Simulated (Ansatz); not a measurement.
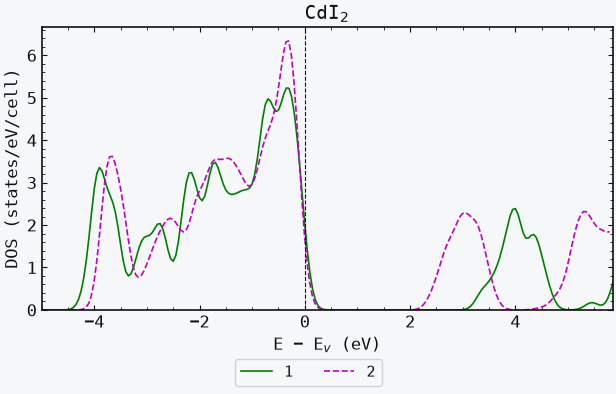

Total densities of states of CdI$_{2}$, space group P-3m1 (No. 164), 3 atoms in the cell, 1T (CdI2) bulk type, by two methods on the same cell. The curves are built from the levels of the k mesh with Gaussians 0.3 eV wide, which also blur the band edges. Each is counted from its own valence-band top.

Question: Which curve is which? The methods: HSE06, PBE.

Answer: 1 is HSE06; 2 is PBE. HSE06 gives a gap of 3.34 eV and PBE gives a gap of 2.36 eV.

Settings. HSE06: DFT, HSE06, plane waves, PAW, no spin polarisation, 6×6×4 k mesh, 420 eV cutoff (Ansatz). PBE: DFT, PBE, plane waves, PAW, no spin polarisation, 12×12×4 k mesh, 420 eV cutoff, Fermi-Dirac smearing of 0.02 eV (Ansatz).

Spin-orbit coupling is left out, which matters for I.
